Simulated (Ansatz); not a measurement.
# Single-point calculation, with input and output: Sn₄Se₅

The run: single-point calculation of Sn₄Se₅ (slab, 9 atoms in the cell). Method and program: DFT PBE, scalar-relativistic, plane waves, PAW, no spin polarisation (Ansatz 0.2.0).

The structure derives from an entry of the Crystallography Open Database. It belongs to a series of runs on one base structure; here: vacuum: 7. Figures and captions count atoms from 1; the log counts them from 0 in places.

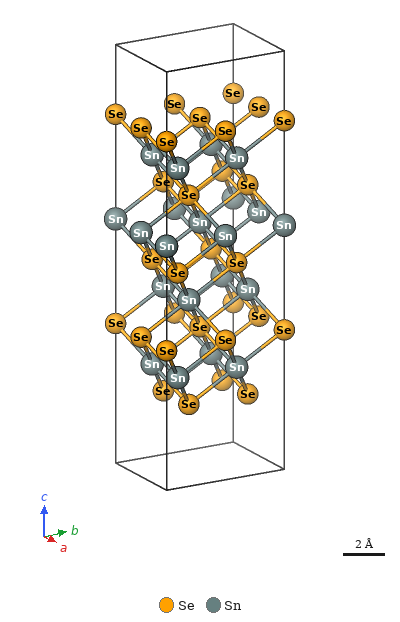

*The structure as given in the input (ball-and-stick view of the 2 × 2 repeat of the cell, with the vacuum cut short, seen slightly off an axis). An atom can appear more than once, as a periodic image.*

Near neighbours in the periodic cell (some may lie outside the picture): Se has 3 Sn at 3.03 Å; Sn has 6 Se at 3.03 Å; Se has 6 Sn at 3.03 Å.

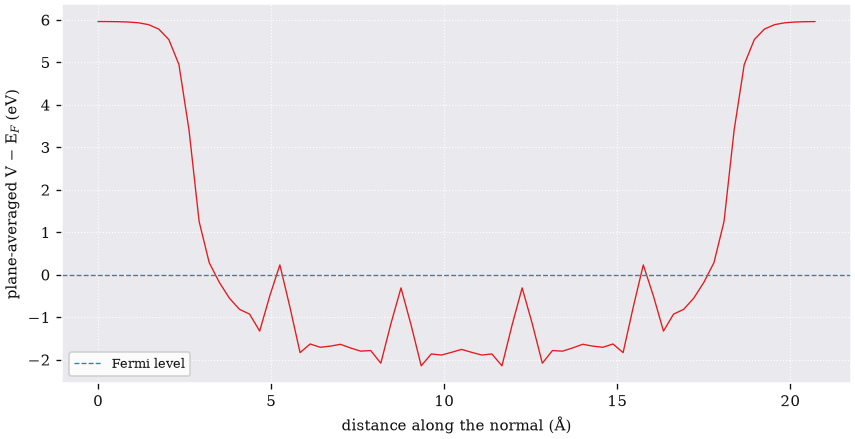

*Plane average of the electrostatic potential energy of an electron across the cell, from the Fermi level.*

The vacuum level lies 5.93 eV above the Fermi level.

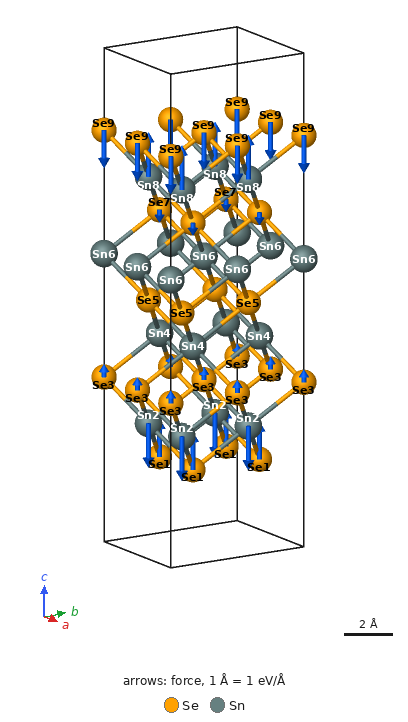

*Forces on the atoms as blue arrows (ball-and-stick view of the 2 × 2 repeat of the cell, with the vacuum cut short, seen slightly off an axis; atoms are numbered from 1 in the order of the input).*

The largest act on Sn2, Sn8 (1.90 eV/Å); Se1, Se9 (1.63 eV/Å). The geometry is not a stationary point of this energy.

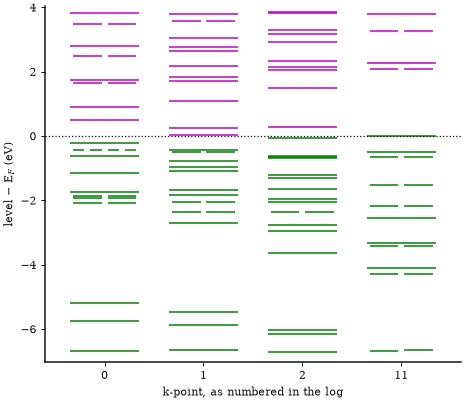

*Kohn–Sham levels near the Fermi level (dotted) at the few k-points that the log prints; levels within 0.02 eV of each other stand side by side.*

The system is metallic on the full mesh.

The input that produced these results follows, with the program's output.

### Input
```yaml
crystal:
  lattice:
    - [4.2862138071, 0.0, 0.0]
    - [-2.1431069035, 3.711970043, 0.0]
    - [0.0, 0.0, 20.9987156744]
  atoms:
    - { symbol: Se, position: [0.3333333333, 0.6666666667, 0.1666768604] }
    - { symbol: Sn, position: [0.6666666667, 0.3333333333, 0.2500076453] }
    - { symbol: Se, position: [0.0, 0.0, 0.3333384302] }
    - { symbol: Sn, position: [0.3333333333, 0.6666666667, 0.4166692151] }
    - { symbol: Se, position: [0.6666666667, 0.3333333333, 0.5] }
    - { symbol: Sn, position: [0.0, 0.0, 0.5833307849] }
    - { symbol: Se, position: [0.3333333333, 0.6666666667, 0.6666615698] }
    - { symbol: Sn, position: [0.6666666667, 0.3333333333, 0.7499923547] }
    - { symbol: Se, position: [0.0, 0.0, 0.8333231396] }
basis:
  ecutwfc: 420
kpoints:
  mp_grid: { grid: [9, 9, 1] }
hamiltonian:
  xc: pbe
scf:
  occupations: { method: gaussian, width: 0.05 }
output:
  forces: true
  stress: true
  eigenvalues: true
efield:
  axis: 3
  dipole_correction: true
  ramp_width: 0.04
```

Launch command:
```bash
ansatz run input.yaml --threads 1 --pin off --max-ram 2560MiB --backend cpu --events-out ev --progress --plain --runs-dir out
```

### What the program printed
```
Engine: ansatz 0.2.0, x86_64-unknown-linux-gnu
Pseudopotentials: kind: paw
Pseudopotential: Se, paw, valence charge 16, recommended cutoff 420 eV (normal), Se.paw.azcp
Pseudopotential: Sn, paw, valence charge 14, recommended cutoff 420 eV (normal), Sn.paw.azcp
Functional definition: PBE
  parameter kappa = 0.804
  parameter beta = 0.06672455060314922
  exchange = pbe_x(kappa = kappa, mu = beta*pi^2/3)
  correlation = pbe_c(beta = beta)
Crystal: 9 atoms, lattice volume = 334.096 Å³
Basis set: ecut = 420 eV, 6473 PW (Γ), exchange–correlation on 60×60×288 points (8 copies of the dense FFT grid, shifted against one another)
Bands: 82, of which v1, the nominal top of the filled ones, is band 68 counted from 1 (67 counted from 0)
Symmetry: 6 space group operations
k-points: 12 of 81 (time reversal used)
Non-local potential: Se, projectors of the file, l = 0: 2, l = 1: 2, l = 2: 3, l = 3: 1
Non-local potential: Sn, projectors of the file, l = 0: 2, l = 1: 2, l = 2: 2, l = 3: 2
PAW form: soft (Blöchl's): semilocal exchange-correlation on the pseudo side does not see the compensation charge
PAW one-centre angular grid: Se, 590 points (default); XC on 64 Gauss nodes
PAW one-centre angular grid: Sn, 590 points (default); XC on 64 Gauss nodes
Initial density: superposition of atomic densities (neutral atoms: chi_scale 0, normalization atom), corrected by the library's trained network
Initial wavefunctions: pseudopotential atomic-orbital guess
Functional: x = pbe(κ = 0.804, μ = 0.2195149727645171), c = pbe(β = 0.06672455060314922)
SCF iter   1: F=—  HF=-51444.787718 eV  |F-HF|=—  |Δ(HF+E_count)|=         —  Δρ=2.55e-3  dr2=4.90e-1  ethr=1.77e-3  p=0.000 e·Å  D=8.80e-15 V/Å  ΔV_dip=-0.00 eV  dr2_dipole=4.28e-6  V_vac-E_F(+/−)=6.00/6.00 eV  ⟨swp⟩=6.0  Hψ=3681  notcnv=0  defer=6
efield: sawtooth ramp at fractional position 0.9800 (placed from the atoms, in the widest stretch of the axis that holds none; the zero of the levels goes with the place), width 0.0400; the density the first Hamiltonian is built on has a dipole p = 0.000 e·Å; the dipole correction subtracts the counter field D = 8.80e-15 V/Å, which shifts the + side's vacuum level by -0.00 eV against the − side's; the planar-averaged density in the ramp window peaks in size at 2.4e-3 e/Å³
preconditioner: auto → LDOS  [metal: Δε(μ)=0.038 eV  Ē_g=8.355 eV  σ=0.050 eV  W_gap=0.40  n_scr=80 (ndim 8)  ℏωp=13.8 eV  f_vac=0.232  D(μ)=5.56/eV (n_scr^D=28)  β→1.0]
SCF iter   2: F=—  HF=-51444.760118 eV  |F-HF|=—  |Δ(HF+E_count)|=   2.76e-2  Δρ=1.21e-3  dr2=3.07e-2  ethr=3.60e-4  p=0.000 e·Å  D=1.20e-5 V/Å  ΔV_dip=-0.00 eV  dr2_dipole=1.15e-5  V_vac-E_F(+/−)=5.95/5.96 eV  ⟨swp⟩=2.0  Hψ=1202  notcnv=0  defer=88
SCF iter   3: F=—  HF=-51444.757551 eV  |F-HF|=—  |Δ(HF+E_count)|=   2.57e-3  Δρ=7.09e-4  dr2=1.03e-2  ethr=2.26e-5  p=-0.000 e·Å  D=-2.55e-6 V/Å  ΔV_dip=0.00 eV  dr2_dipole=2.47e-7  V_vac-E_F(+/−)=5.94/5.95 eV  ⟨swp⟩=2.2  Hψ=1282  notcnv=0  defer=95
SCF iter   4: F=—  HF=-51444.756452 eV  |F-HF|=—  |Δ(HF+E_count)|=   1.10e-3  Δρ=2.15e-4  dr2=5.69e-4  ethr=7.54e-6  p=-0.000 e·Å  D=-8.35e-7 V/Å  ΔV_dip=0.00 eV  dr2_dipole=2.44e-8  V_vac-E_F(+/−)=5.94/5.95 eV  ⟨swp⟩=2.0  Hψ=1121  notcnv=0  defer=95
SCF iter   5: F=—  HF=-51444.756376 eV  |F-HF|=—  |Δ(HF+E_count)|=   7.64e-5  Δρ=5.90e-5  dr2=2.66e-5  ethr=4.19e-7  p=-0.000 e·Å  D=-4.01e-7 V/Å  ΔV_dip=0.00 eV  dr2_dipole=3.38e-9  V_vac-E_F(+/−)=5.93/5.94 eV  ⟨swp⟩=2.2  Hψ=1350  notcnv=0  defer=95
SCF iter   6: F=—  HF=-51444.756176 eV  |F-HF|=—  |Δ(HF+E_count)|=   2.00e-4  Δρ=2.32e-5  dr2=2.95e-6  ethr=1.96e-8  p=-0.000 e·Å  D=-3.46e-7 V/Å  ΔV_dip=0.00 eV  dr2_dipole=9.31e-10  V_vac-E_F(+/−)=5.93/5.94 eV  ⟨swp⟩=2.1  Hψ=1535  notcnv=0  defer=95
SCF iter   7: F=—  HF=-51444.756176 eV  |F-HF|=—  |Δ(HF+E_count)|=   1.06e-7  Δρ=5.82e-6  dr2=1.88e-7  ethr=2.17e-9  p=-0.000 e·Å  D=-1.05e-7 V/Å  ΔV_dip=0.00 eV  dr2_dipole=1.58e-11  V_vac-E_F(+/−)=5.93/5.94 eV  ⟨swp⟩=2.0  Hψ=1291  notcnv=0  defer=95
SCF iter   8: F=-51444.756176 eV  HF=-51444.756176 eV  |F-HF|=2.15e-9  |Δ(HF+E_count)|=   2.23e-8  Δρ=1.96e-6  dr2=1.81e-8  ethr=7.35e-11  p=-0.000 e·Å  D=-3.46e-8 V/Å  ΔV_dip=0.00 eV  dr2_dipole=7.61e-12  V_vac-E_F(+/−)=5.93/5.94 eV  ⟨swp⟩=11.8  Hψ=4729  notcnv=0
WARN: efield: at this solve's end the planar-averaged density reaches 2.38e-3 e/Å³ inside the ramp window [0.9324, 0.0676] (bound 1e-5 e/Å³); the window's nearer edge stands 2.08 Å from this solve's nearest atom along the axis. Its work functions, free energy, forces, stress, dipole, levels and responses can be off, and this figure does not tell by how much. The cell may have no vacuum along `efield.axis`. A short vacuum, a low `basis.ecutwfc` or `basis.ecutrho_ratio` and negative occupations (`scf.occupations.method`) can put density there. See the manual's quickstart, § The vacuum guard
SCF 1 converged in 8 iterations: F = -51444.756176 eV  dr2 = 1.81e-8
  greatest PAW one-centre occupation: 1.000 electrons in one spin orbital (limit 2), on the Se atom at site 6 (counted from 0), in its partial waves of l = 2
SCF converged after 8 iterations
Free energy (F): -51444.756176 eV
Harris-Foulkes:  -51444.756176 eV  (|F-HF|=2.15e-9)
Internal energy: -51444.748413 eV  (E = F + TS)
E sigma→0 (E₀):  -51444.752295 eV
Entropy (-TS):   -0.007763 eV (-0.863 meV/atom)
Fermi energy:    4.618553 eV
Dipole field:    D = -0.000003 V/Å  (p = -0.000005 e·Å, saw-weighted, corrected)
Work function:   Φ+ = 5.9337 eV (in doubt: plateau slope 2.3e-1 eV/Å)   Φ− = 5.9439 eV (in doubt: plateau slope 1.5e-1 eV/Å)
Levels:          The Fermi level and band energies are counted from a zero that moves with the ramp; work functions are not
Vacuum region:   at the solve's end the planar-averaged density reaches 2.38e-3 e/Å³ inside the ramp window [0.9324, 0.0676] (bound 1e-5 e/Å³)
--- Per-component energies (eV) ---
  E_band       = -2826.688562
  E_kinetic    = 1320.635737
  E_local      = -38532.683764  (includes V_loc(G=0)·N_el)
  E_nonlocal   = -3107.591778
  E_hartree    = 19337.619626
  E_xc         = -2046.111290
  E_vxc        = -866.774468  (∫ρ·V_xc dr)
  E_paw        = -26094.672029  (= ΣΔE_a)
  E_vpaw       = -315.513096  (= ΣTr[D̂ρ^β])
  E_aug_tail   = -0.002809  (compensation charges beyond the density's cutoff)
  E_efield     = 0.000000  (sawtooth field / dipole correction)
  E_vefield    = 0.000000  (∫n·V_field dr)
  E_ewald      = -2321.942106
  E_smearing   = -0.007763  (= −TS)
  E_closure    = 0.000000  (closes the sum)
  Σ components = -51444.756176   (vs F -51444.756176, Δ=0.00e0)
--- Forces (eV/Å), atoms counted from 1 ---
  atom   1  Se     0.00000000     0.00000000     1.62518478
  atom   2  Sn    -0.00000000     0.00000000    -1.89690303
  atom   3  Se     0.00000000     0.00000000     0.55512939
  atom   4  Sn    -0.00000000     0.00000000    -0.24194204
  atom   5  Se    -0.00000000     0.00000000    -0.00000027
  atom   6  Sn     0.00000000     0.00000000     0.24194266
  atom   7  Se    -0.00000000    -0.00000000    -0.55512940
  atom   8  Sn     0.00000000     0.00000000     1.89690091
  atom   9  Se    -0.00000000    -0.00000000    -1.62518283
  max |Σ_I F_I| component: 1.81e-7 eV/Å
--- Stress (GPa, compression-positive) ---
       -3.024064      -0.000000       0.000000
       -0.000000      -3.024064      -0.000000
        0.000000      -0.000000      -2.822072
  P = ⅓ Tr σ = -2.9567 GPa (-29.567 kbar)
--- Band table (eV; the first three rows and the last of 12) ---
  k-point 0: bands = ["-43.0712", "-43.0712", "-43.0619", "-43.0619", "-43.0579", "-42.9895", "-42.9895", "-42.9895", "-42.9895", "-42.9787", "-42.9787", "-42.9787", "-42.9787", "-42.9744", "-42.9744", "-42.1378", "-42.1378", "-42.1325", "-42.1325", "-42.1325", "-42.1325", "-42.1164", "-42.1164", "-42.1164", "-42.1164", "-16.9734", "-16.9734", "-16.9709", "-16.9709", "-16.9616", "-16.9605", "-16.9605", "-16.9604", "-16.9558", "-16.9558", "-16.6115", "-16.6115", "-16.6114", "-16.6114", "-16.6114", "-16.6114", "-16.6053", "-16.6053", "-16.6053", "-16.6053", "-8.9796", "-8.6488", "-8.3654", "-7.1658", "-7.1584", "-2.9140", "-2.0613", "-1.1441", "-0.5790", "2.5322", "2.5322", "2.6908", "2.6908", "2.7497", "2.7497", "2.8670", "3.4685", "3.9857", "4.1800", "4.1800", "4.1826", "4.1826", "4.4022", "5.1220", "5.5048", "6.2740", "6.2740", "6.3720", "7.1115", "7.1115", "7.4220", "8.0863", "8.0863", "8.4338", "8.7601", "8.7601", "9.9160"]
  k-point 1: bands = ["-43.0712", "-43.0712", "-43.0619", "-43.0619", "-43.0579", "-42.9895", "-42.9895", "-42.9895", "-42.9895", "-42.9787", "-42.9787", "-42.9787", "-42.9787", "-42.9744", "-42.9744", "-42.1378", "-42.1378", "-42.1325", "-42.1325", "-42.1325", "-42.1325", "-42.1164", "-42.1164", "-42.1164", "-42.1164", "-16.9742", "-16.9718", "-16.9713", "-16.9694", "-16.9622", "-16.9610", "-16.9610", "-16.9591", "-16.9566", "-16.9557", "-16.6124", "-16.6124", "-16.6105", "-16.6105", "-16.6101", "-16.6100", "-16.6061", "-16.6061", "-16.6053", "-16.6053", "-8.9089", "-8.5858", "-8.3154", "-7.1220", "-7.1158", "-2.8279", "-2.0482", "-1.2470", "-0.8645", "1.9201", "2.2633", "2.2677", "2.5542", "2.5604", "2.7704", "2.9529", "3.5418", "3.6598", "3.8278", "4.1129", "4.1170", "4.1726", "4.6497", "4.8775", "5.6912", "6.3213", "6.4408", "6.7916", "7.2556", "7.3685", "7.6729", "8.1833", "8.1868", "8.3944", "8.7458", "8.7647", "10.0220"]
  k-point 2: bands = ["-43.0712", "-43.0712", "-43.0619", "-43.0619", "-43.0579", "-42.9895", "-42.9895", "-42.9895", "-42.9895", "-42.9787", "-42.9787", "-42.9787", "-42.9787", "-42.9743", "-42.9743", "-42.1378", "-42.1378", "-42.1325", "-42.1325", "-42.1325", "-42.1325", "-42.1164", "-42.1164", "-42.1164", "-42.1164", "-16.9770", "-16.9725", "-16.9680", "-16.9656", "-16.9652", "-16.9621", "-16.9610", "-16.9570", "-16.9562", "-16.9556", "-16.6152", "-16.6152", "-16.6091", "-16.6091", "-16.6076", "-16.6076", "-16.6068", "-16.6068", "-16.6045", "-16.6045", "-8.7125", "-8.4155", "-8.1868", "-7.0072", "-7.0039", "-2.6144", "-2.0958", "-1.5458", "-1.4130", "0.9859", "1.6729", "1.8458", "2.2431", "2.2533", "2.5533", "2.6505", "2.9647", "3.2980", "3.3892", "3.9420", "3.9659", "3.9980", "4.5405", "4.8938", "6.1043", "6.6706", "6.7529", "6.9342", "7.5272", "7.7989", "7.9092", "8.4332", "8.4838", "8.7999", "8.9280", "8.9406", "9.3542"]
  k-point 11: bands = ["-43.0712", "-43.0712", "-43.0619", "-43.0619", "-43.0579", "-42.9895", "-42.9895", "-42.9895", "-42.9895", "-42.9787", "-42.9787", "-42.9787", "-42.9787", "-42.9743", "-42.9743", "-42.1378", "-42.1378", "-42.1325", "-42.1325", "-42.1325", "-42.1325", "-42.1164", "-42.1164", "-42.1164", "-42.1164", "-16.9772", "-16.9706", "-16.9706", "-16.9653", "-16.9637", "-16.9630", "-16.9630", "-16.9582", "-16.9519", "-16.9519", "-16.6150", "-16.6150", "-16.6139", "-16.6139", "-16.6039", "-16.6039", "-16.6039", "-16.6039", "-16.6037", "-16.6037", "-8.0470", "-7.9307", "-7.9307", "-6.7032", "-6.7032", "-2.5687", "-2.5687", "-2.0647", "-2.0473", "0.3180", "0.3180", "0.5265", "1.1887", "1.1887", "1.2839", "2.0773", "2.4428", "2.4428", "3.0826", "3.0826", "3.9646", "3.9646", "4.1263", "4.6057", "6.7144", "6.7144", "6.8855", "7.8705", "7.8705", "8.4207", "8.9062", "8.9062", "9.0148", "9.4400", "9.4400", "9.5127", "11.4222"]
```

### Summary

| quantity | value |
| --- | --- |
| outcome | converged |
| electrons treated | 136 |
| free energy | −51444.7562 eV |
| work function, top face | 5.93 eV |
| work function, bottom face | 5.94 eV |
| Fermi energy | 4.619 eV |
| gap on the k-point mesh | none (metallic) |
| work function (upper face) | 5.93 eV |
| largest force (length of the vector) | 1.897 eV/Å |
| hardware | 1 thread of Intel Xeon @ 2.70GHz, 189 GiB of memory available, shared host |
| wall time | 36 s |
| peak memory | 0.65 GiB |

The program warns: the density in the vacuum is higher than it should be, so vacuum levels may be off.
